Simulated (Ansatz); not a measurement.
## Geometry relaxation, with input and output: C (part 3 of 3)

C (slab, 24 atoms in the cell); DFT PBEsol, scalar-relativistic, plane waves, PAW, no spin polarisation (Ansatz 0.2.0); cutoff 420 eV, 14×5×1 k-mesh, Gaussian smearing of 0.1 eV. The structure derives from a Materials Project entry. It belongs to a series of runs on one base structure; here: (1 1 1) slab, atoms relaxed.

Geometry of the input (Å; fractional positions):
```
2.4587  0.0000  0.0000
-1.2289  7.6289  0.0000
0.0000  0.0000  25.9065
C  0.6978  0.1461  0.2895
C  0.1978  0.6461  0.2895
C  0.6848  0.6202  0.3158
C  0.1848  0.1201  0.3158
C  0.1587  0.0681  0.3684
C  0.6587  0.5682  0.3684
C  0.1457  0.5422  0.3948
C  0.6457  0.0422  0.3948
C  0.6196  0.9902  0.4474
C  0.1196  0.4903  0.4474
C  0.6066  0.4643  0.4737
C  0.1065  0.9642  0.4737
C  0.0804  0.9123  0.5263
C  0.5805  0.4124  0.5263
C  0.0674  0.3864  0.5526
C  0.5674  0.8863  0.5526
C  0.5413  0.8344  0.6052
C  0.0413  0.3344  0.6052
C  0.5283  0.3085  0.6316
C  0.0283  0.8084  0.6316
C  0.0022  0.7565  0.6842
C  0.5022  0.2565  0.6842
C  0.9892  0.2305  0.7105
C  0.4892  0.7305  0.7105
```

Output, continued:
```
  k-point 35: bands = ["-15.5658", "-15.5418", "-15.4968", "-15.4718", "-15.1862", "-15.1661", "-15.1239", "-15.1038", "-14.7515", "-14.6970", "-14.0118", "-13.9654", "-13.4736", "-13.4351", "-13.2713", "-13.2381", "-12.3492", "-12.3290", "-12.3079", "-12.2861", "-11.3357", "-11.3283", "-11.2717", "-11.2644", "-8.6772", "-8.6754", "-8.5968", "-8.5932", "-7.6047", "-7.5989", "-7.3944", "-7.3857", "-6.9920", "-6.9834", "-3.4515", "-3.3002", "-3.1919", "-3.0125", "-2.9118", "-2.8357", "-2.7583", "-2.6602", "-2.4791", "-2.3680", "-0.9341", "-0.9211", "-0.8806", "-0.8674", "-0.2901", "-0.2503", "0.2199", "0.2342", "1.0485", "1.4068", "1.4816", "1.5765", "1.7833", "1.8420", "2.0806", "2.1334", "2.1923", "2.2113", "7.3059", "7.3784", "7.7974", "7.8669", "8.4913", "8.5174", "8.9768", "9.3976", "9.5462", "9.9338"]
--- Relaxed structure (7 steps of the walk, 7 accepted, 0 SCFs on fresh bases) ---
  F+E_penalty+E_count = -5906.98752077 eV   max|allowed force component| = 1.746e-2 eV/Å
  atoms:
    - { symbol: C, position: [0.6970403455083588, 0.14342136936901032, 0.2912243398480394] }
    - { symbol: C, position: [0.1967443513947028, 0.6446846385198267, 0.2913118753533273] }
    - { symbol: C, position: [0.6848022639008402, 0.6211436237526601, 0.3139955684817097] }
    - { symbol: C, position: [0.18499553012018133, 0.11964403514373481, 0.3138886961803322] }
    - { symbol: C, position: [0.15760284051225565, 0.06515320717780772, 0.3683075709155037] }
    - { symbol: C, position: [0.6575623764289237, 0.5670120502225113, 0.36844552202220965] }
    - { symbol: C, position: [0.14486677098270592, 0.5416982177298926, 0.3942526751867592] }
    - { symbol: C, position: [0.644851222919654, 0.03971698649920766, 0.394104836570186] }
    - { symbol: C, position: [0.6188786008849002, 0.9879300895021439, 0.4472069585573486] }
    - { symbol: C, position: [0.11904061138084238, 0.49023505526427064, 0.44738022240383196] }
    - { symbol: C, position: [0.606414283503759, 0.4650251014213634, 0.47358813798319427] }
    - { symbol: C, position: [0.10619393869343174, 0.9625991322367702, 0.4734033371896897] }
    - { symbol: C, position: [0.08058466469464226, 0.9115792700099956, 0.5264114775695148] }
    - { symbol: C, position: [0.5808073451934421, 0.4140099507144178, 0.526596681042893] }
    - { symbol: C, position: [0.06812359880531765, 0.38868049894214346, 0.5527934462870795] }
    - { symbol: C, position: [0.5679590400470063, 0.8863700917456959, 0.5526190426536974] }
    - { symbol: C, position: [0.5421412173909571, 0.8349229535433117, 0.6057478299537696] }
    - { symbol: C, position: [0.042148233605350804, 0.33688546430883215, 0.6058949850373467] }
    - { symbol: C, position: [0.5293904468835715, 0.31143609219828305, 0.6316909199231874] }
    - { symbol: C, position: [0.02945493183645248, 0.8096280913752396, 0.6315561849535685] }
    - { symbol: C, position: [0.00223901022508316, 0.7555501124242031, 0.6860097201113093] }
    - { symbol: C, position: [0.5019759645622484, 0.2569030318181648, 0.6861060412447004] }
    - { symbol: C, position: [0.9899170573714927, 0.23310770922504215, 0.7087688832958026] }
    - { symbol: C, position: [0.4903041108538792, 0.7320328092554702, 0.7086950472349993] }
```

Trajectory as extended XYZ (Å, eV, eV/Å), 4 of the 7 frames kept, from step=1 to step=7:
```
24
Lattice="2.4587 0.0000 0.0000 -1.2289 7.6289 0.0000 0.0000 0.0000 25.9065" Properties=species:S:1:pos:R:3:forces:R:3 step=1 energy=-5906.51911
C     1.5362    1.1143    7.5000   -0.0040  -0.4973   1.8255
C    -0.3076    4.9293    7.5002   -0.0038  -0.4971   1.8257
C     0.9217    4.7312    8.1818    0.0035   0.7350  -2.6932
C     0.3068    0.9162    8.1817    0.0037   0.7351  -2.6935
C     0.3064    0.5199    9.5449   -0.0036  -0.2556   0.9318
C     0.9213    4.3349    9.5451   -0.0036  -0.2557   0.9316
C    -0.3081    4.1367   10.2268    0.0022   0.0554  -0.2123
C     1.5357    0.3217   10.2266    0.0022   0.0553  -0.2121
C     0.3064    7.5543   11.5899   -0.0004  -0.0430   0.1531
C    -0.3085    3.7404   11.5900   -0.0004  -0.0430   0.1532
C     0.9208    3.5422   12.2717    0.0006   0.0194  -0.0844
C    -0.9230    7.3561   12.2715    0.0006   0.0194  -0.0844
C    -0.9234    6.9598   13.6348   -0.0006  -0.0194   0.0844
C     0.9204    3.1459   13.6349   -0.0006  -0.0194   0.0844
C    -0.3090    2.9477   14.3166    0.0004   0.0430  -0.1532
C     0.3059    6.7617   14.3165    0.0004   0.0430  -0.1531
C     0.3055    6.3654   15.6797   -0.0022  -0.0553   0.2122
C    -0.3094    2.5514   15.6799   -0.0022  -0.0554   0.2122
C     0.9199    2.3533   16.3616    0.0036   0.2556  -0.9318
C    -0.9239    6.1672   16.3614    0.0036   0.2557  -0.9317
C    -0.9243    5.7709   17.7247   -0.0035  -0.7350   2.6934
C     0.9196    1.9570   17.7248   -0.0036  -0.7351   2.6934
C     2.1489    1.7588   18.4065    0.0039   0.4974  -1.8257
C     0.3050    5.5727   18.4063    0.0038   0.4971  -1.8257
24
Lattice="2.4587 0.0000 0.0000 -1.2289 7.6289 0.0000 0.0000 0.0000 25.9065" Properties=species:S:1:pos:R:3:forces:R:3 step=3 energy=-5906.96994
C     1.5375    1.0813    7.5262   -0.0186   0.0626  -0.0453
C    -0.3063    4.8983    7.5259   -0.0188   0.0628  -0.0444
C     0.9223    4.7297    8.1146    0.0154  -0.0604   0.0009
C     0.3074    0.9133    8.1150    0.0152  -0.0587  -0.0025
C     0.3068    0.5038    9.5263   -0.0081  -0.0009   0.0726
C     0.9217    4.3189    9.5257   -0.0088  -0.0012   0.0692
C    -0.3081    4.1269   10.1937    0.0107  -0.1137   0.3724
C     1.5358    0.3123   10.1944    0.0100  -0.1118   0.3739
C     0.3066    7.5457   11.5825   -0.0075   0.0844  -0.2788
C    -0.3084    3.7308   11.5816   -0.0076   0.0807  -0.2801
C     0.9207    3.5389   12.2596    0.0081  -0.0892   0.3225
C    -0.9230    7.3540   12.2606    0.0079  -0.0845   0.3233
C    -0.9233    6.9632   13.6469   -0.0080   0.0891  -0.3222
C     0.9204    3.1480   13.6460   -0.0080   0.0847  -0.3240
C    -0.3092    2.9561   14.3240    0.0076  -0.0844   0.2783
C     0.3058    6.7713   14.3250    0.0076  -0.0803   0.2791
C     0.3055    6.3754   15.7129   -0.0099   0.1139  -0.3728
C    -0.3095    2.5604   15.7120   -0.0099   0.1116  -0.3734
C     0.9195    2.3688   16.3801    0.0079   0.0011  -0.0730
C    -0.9243    6.1836   16.3809    0.0080   0.0022  -0.0729
C    -0.9248    5.7732   17.7919   -0.0163   0.0594   0.0033
C     0.9189    1.9591   17.7914   -0.0158   0.0587   0.0023
C     2.1475    1.7910   18.3801    0.0192  -0.0632   0.0461
C     0.3037    5.6048   18.3806    0.0198  -0.0631   0.0460
24
Lattice="2.4587 0.0000 0.0000 -1.2289 7.6289 0.0000 0.0000 0.0000 25.9065" Properties=species:S:1:pos:R:3:forces:R:3 step=5 energy=-5906.97611
C     1.5351    1.0810    7.5565    0.0058   0.0127  -0.0160
C    -0.3079    4.8909    7.5549    0.0108   0.0155  -0.0179
C     0.9214    4.7163    8.1432   -0.0091  -0.0301   0.0746
C     0.3055    0.9019    8.1437   -0.0045  -0.0182   0.0746
C     0.3052    0.4883    9.5563    0.0032   0.0259  -0.1316
C     0.9213    4.3107    9.5582    0.0048   0.0381  -0.1280
C    -0.3080    4.1214   10.2272   -0.0053   0.0790  -0.2678
C     1.5346    0.2937   10.2238   -0.0028   0.0770  -0.2604
C     0.3056    7.5288   11.5906    0.0025  -0.0447   0.1651
C    -0.3081    3.7383   11.5968    0.0024  -0.0497   0.1663
C     0.9213    3.5493   12.2745   -0.0032   0.0503  -0.2001
C    -0.9238    7.3362   12.2673   -0.0022   0.0608  -0.2000
C    -0.9239    6.9525   13.6320    0.0031  -0.0498   0.1987
C     0.9212    3.1658   13.6391    0.0021  -0.0615   0.2019
C    -0.3082    2.9733   14.3159   -0.0024   0.0439  -0.1630
C     0.3055    6.7635   14.3097   -0.0024   0.0504  -0.1682
C     0.3054    6.3805   15.6792    0.0056  -0.0793   0.2694
C    -0.3083    2.5796   15.6827    0.0025  -0.0770   0.2600
C     0.9211    2.3850   16.3502   -0.0028  -0.0256   0.1305
C    -0.9239    6.1913   16.3483   -0.0049  -0.0388   0.1310
C    -0.9240    5.7861   17.7635    0.0103   0.0310  -0.0787
C     0.9208    1.9712   17.7627    0.0057   0.0183  -0.0750
C     2.1500    1.7920   18.3498   -0.0070  -0.0130   0.0168
C     0.3053    5.6116   18.3518   -0.0122  -0.0153   0.0179
24
Lattice="2.4587 0.0000 0.0000 -1.2289 7.6289 0.0000 0.0000 0.0000 25.9065" Properties=species:S:1:pos:R:3:forces:R:3 step=7 energy=-5906.98752
C     1.5376    1.0941    7.5446   -0.0039   0.0064  -0.0160
C    -0.3085    4.9182    7.5469   -0.0038   0.0120  -0.0172
C     0.9204    4.7386    8.1345    0.0026  -0.0055   0.0136
C     0.3078    0.9128    8.1318    0.0033   0.0002   0.0129
C     0.3074    0.4970    9.5416   -0.0001   0.0040  -0.0049
C     0.9200    4.3257    9.5451    0.0003  -0.0003  -0.0065
C    -0.3095    4.1326   10.2137   -0.0001  -0.0023   0.0137
C     1.5367    0.3030   10.2099    0.0006  -0.0049   0.0136
C     0.3076    7.5368   11.5856    0.0004  -0.0050   0.0137
C    -0.3098    3.7400   11.5901    0.0005  -0.0072   0.0159
C     0.9195    3.5476   12.2690   -0.0003   0.0001  -0.0125
C    -0.9219    7.3436   12.2642   -0.0002   0.0050  -0.0100
C    -0.9221    6.9543   13.6375    0.0004   0.0000   0.0121
C     0.9193    3.1584   13.6423    0.0003  -0.0051   0.0101
C    -0.3102    2.9652   14.3209   -0.0004   0.0050  -0.0138
C     0.3072    6.7620   14.3164   -0.0006   0.0072  -0.0157
C     0.3069    6.3695   15.6928    0.0000   0.0026  -0.0140
C    -0.3104    2.5701   15.6966   -0.0006   0.0048  -0.0140
C     0.9189    2.3759   16.3649    0.0000  -0.0041   0.0049
C    -0.9226    6.1766   16.3614   -0.0003   0.0004   0.0062
C    -0.9230    5.7640   17.7721   -0.0032   0.0050  -0.0130
C     0.9185    1.9599   17.7746   -0.0037   0.0001  -0.0128
C     2.1475    1.7784   18.3617    0.0044  -0.0068   0.0161
C     0.3059    5.5846   18.3598    0.0045  -0.0118   0.0175
```

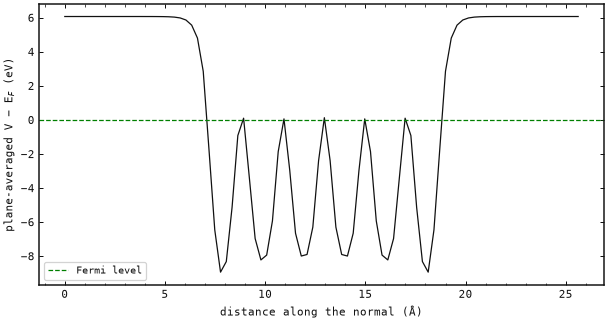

*Plane average of the electrostatic potential energy of an electron across the cell, from the Fermi level.*

The vacuum level lies 6.06 eV above the Fermi level.

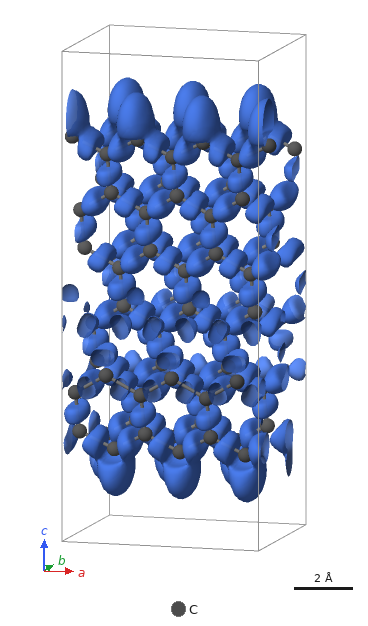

*Isosurface of the electron localisation function at 0.75 (blue), seen slightly off an axis. Only the valence region is drawn (cores and ρ < 0.01 e/Å³ removed). Sticks mark near contacts.*

Along the contacts the grid gives the following. C–C (1.37 Å): the ELF peaks at about 0.90 between the atoms, as expected for localised, shared-pair bonding. The fields are those of the smooth PAW valence density.

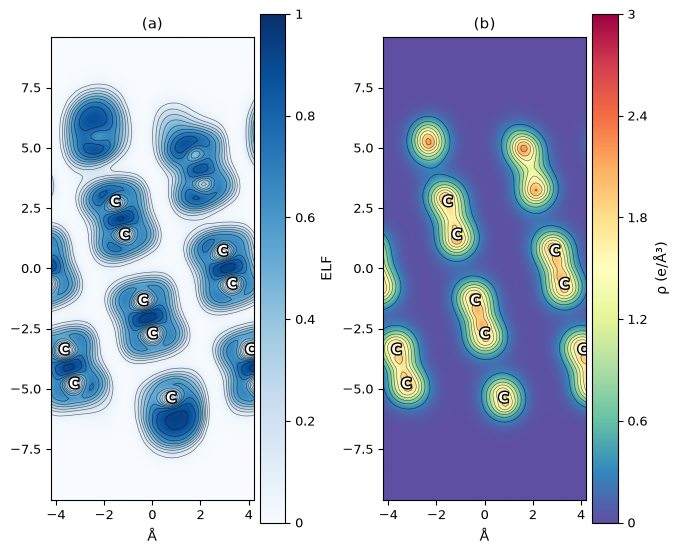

*(a) ELF; (b) valence charge density (pseudo) on the (100) plane of the calculation cell, a cut from vacuum to vacuum.*

The section cuts through C sites. C–C (1.47 Å): the density is about 1.8 e/Å³ at the midpoint; the ELF peaks at about 0.90 between the atoms (a covalent bond). The density dies away to nearly zero in the vacuum.

Results in brief:

```tsv
quantity	value
outcome	converged
electrons treated	96
free energy	−5906.9875 eV
work function, top face	6.06 eV
work function, bottom face	6.06 eV
Fermi energy	−0.367 eV
gap on the k-point mesh	none (metallic)
final volume	485.94 Å³
work function (upper face)	6.06 eV
largest force (length of the vector) at the end	0.022 eV/Å
hardware	2 threads of Intel Xeon @ 2.50GHz (Skylake/Cascade Lake), 189 GiB of memory available, shared host
wall time	19 min (CPU time 38 min)
peak memory	1.4 GiB
```

Notes:

The program warns: the exchange-correlation potential is rough where the density is thin.
